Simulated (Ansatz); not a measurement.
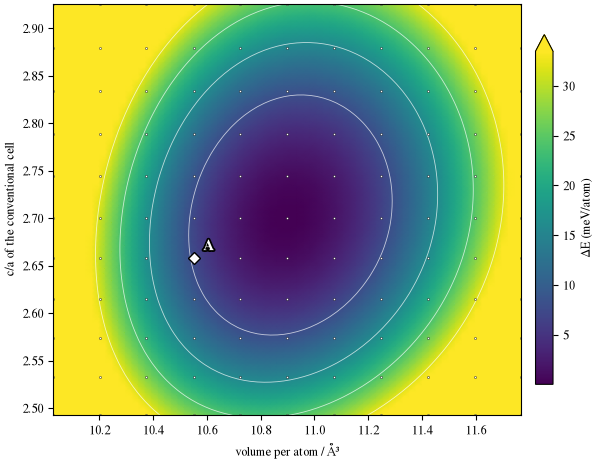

LiNbO3 (R3c, No. 161; 10 atoms in the cell). 
- The energy is mapped over volume and the cell's shape.
- Coordinates scanned: (1) volume per atom; (2) c/a of the conventional cell.
- Nothing is relaxed (fractional coordinates fixed).
- The scan uses an 11 × 11 grid.
- Points are written as (first, second).
- All energies are given in meV/atom relative to the lowest grid point.
- These are results of Ansatz, DFT PBE, scalar-relativistic, plane waves, PAW, not measurements. Settings: cutoff 520 eV, k-mesh 6×6×6, gaussian smearing 0.05 eV, no spin polarisation.

In the figure: a smooth colour map with a few white contour lines, dots at the grid points, one colour for all values above the top of the scale, the point A. Between grid points the surface is interpolated.

> Which way does the force act at A, and how strong is it?

A, at (10.550 Å³, 2.658), is not a stationary point. The computed force is 41 meV/atom for each Å³ towards larger values of volume per atom and 26 meV/atom for each unit towards larger values of c/a of the conventional cell.

PAW datasets: the set soft_1.
